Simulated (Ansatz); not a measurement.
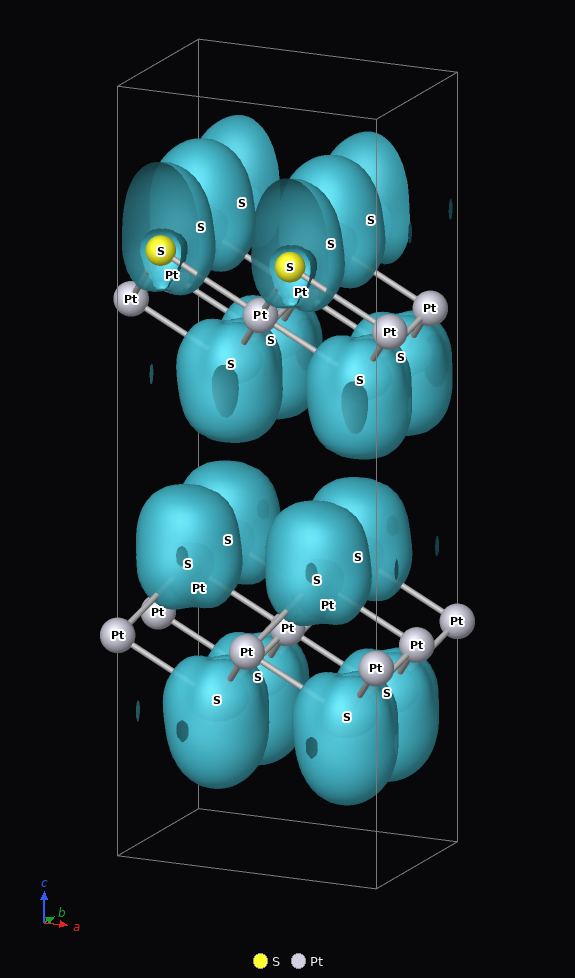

Figure. PtS2 (slab). Isosurface of the electron localisation function at 0.7 (cyan), seen slightly off an axis. Core shells and regions of very low density are left out. Sticks mark near contacts.

Method: DFT PBE+D3(BJ), scalar-relativistic, plane waves, PAW in Ansatz 0.2.0.

In a PAW calculation such maps are meaningful between the atoms, not at the nuclei.

```
CELL_PARAMETERS angstrom
3.54144 0.00000 0.00000
-1.77072 3.06698 0.00000
0.00000 0.00000 22.46716
ATOMIC_POSITIONS crystal
S 0.66667 0.33333 0.20029
Pt 0.00000 0.00000 0.25556
S 0.33333 0.66667 0.31083
S 0.66667 0.66667 0.49510
Pt 0.00000 0.33333 0.55038
S 0.33333 0.00000 0.60565
```

Question: Identify the bonds, lone pairs and shells in this picture.

Answer: At this value the surface marks out four regions wrapped around S (the valence shell of each), counted in one cell of 6 atoms. Counts are for one cell; the picture repeats the cell along the surface. Profiles from the grid: Pt–S (2.39 Å): the ELF peaks at about 0.90 in the valence shell of S, 0.8 Å from its nucleus, and is about 0.45 at the midpoint.
